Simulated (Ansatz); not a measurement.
# AlNi3: what the fields show

```
CELL_PARAMETERS angstrom
5.60378 0.00000 0.00000
0.00000 5.60378 0.00000
0.00000 0.00000 5.60378
ATOMIC_POSITIONS crystal
Ni 0.75000 0.25000 0.25000
Ni 0.25000 0.75000 0.25000
Ni 0.25000 0.25000 0.75000
Ni 0.75000 0.75000 0.75000
Ni 0.00000 0.00000 0.00000
Ni 0.50000 0.50000 0.00000
Ni 0.50000 0.00000 0.50000
Ni 0.00000 0.50000 0.50000
Ni 0.25000 0.25000 0.25000
Ni 0.75000 0.75000 0.25000
Ni 0.75000 0.25000 0.75000
Ni 0.25000 0.75000 0.75000
Al 0.50000 0.00000 0.00000
Al 0.00000 0.50000 0.00000
Al 0.00000 0.00000 0.50000
Al 0.50000 0.50000 0.50000
```

Space group Fm-3m; a structure from a database of computed crystals, not necessarily the ambient phase; computed pressure about 6 GPa in this cell; spin-polarised.

Theory: Kohn-Sham DFT of a periodic cell, PBEsol, Ansatz PAW in Ansatz.

Core electrons are frozen (PAW), and the valence fields are smoothed inside the atomic spheres.

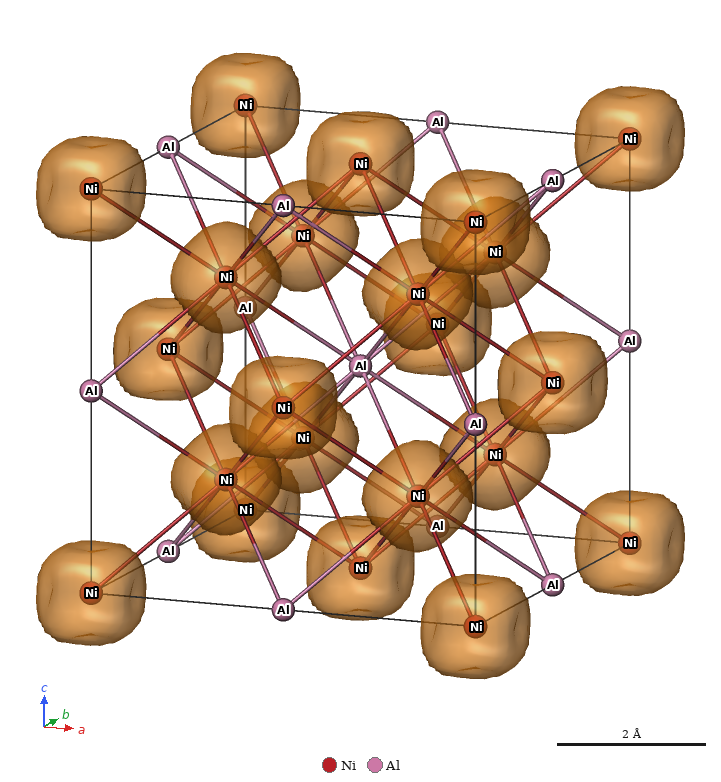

Figure 1. Isosurface of the magnetisation density (up minus down) at +0.1 e/Å³ (orange), seen slightly off an axis. Sticks mark near contacts.

Q: Which atoms carry the moments, and with what signs?

A: The spin density sits on Ni: +1.0 μB (×4) and +0.9 μB (×8) in one cell of 16 atoms, with smaller moments on Al (up to +0.07 μB): parallel main moments (a ferromagnetic arrangement) in this solution. The cell of the calculation (4 atoms) carries 3.0 μB of net spin moment.

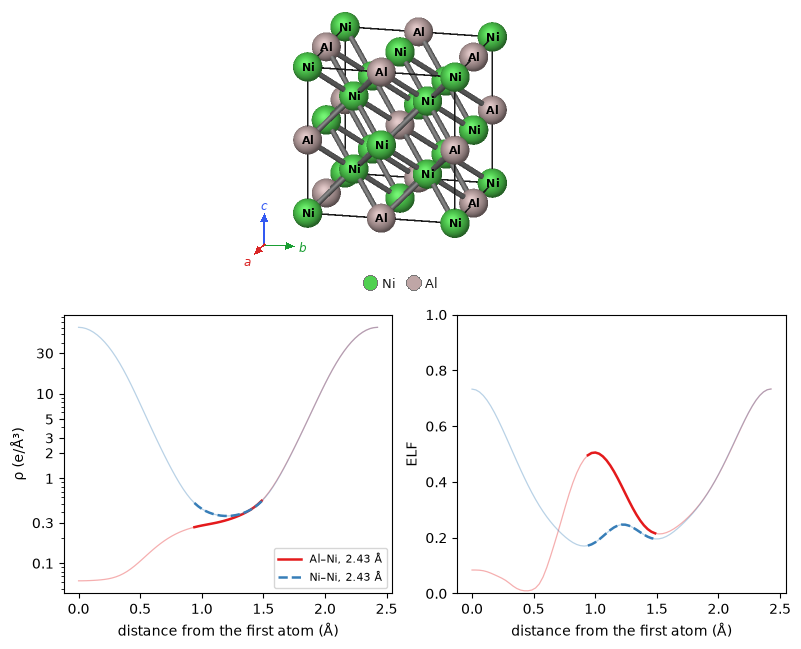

Figure 2. Valence charge density (pseudo) and ELF along straight lines between neighbouring atoms. Thin, pale parts lie inside the atomic spheres. The structure is drawn too.

Q: What can be read from the curves?

A: Al–Ni (2.43 Å): ρ at the midpoint is about 0.33 e/Å³; the ELF is about 0.40 at the midpoint.
Ni–Ni (2.43 Å): ρ at the midpoint is about 0.36 e/Å³; the ELF is about 0.25 at the midpoint: no localised pair shows between them.

Q: Metal or insulator at this level of theory?

A: It is metallic or semimetallic at this level of theory: no gap opens.
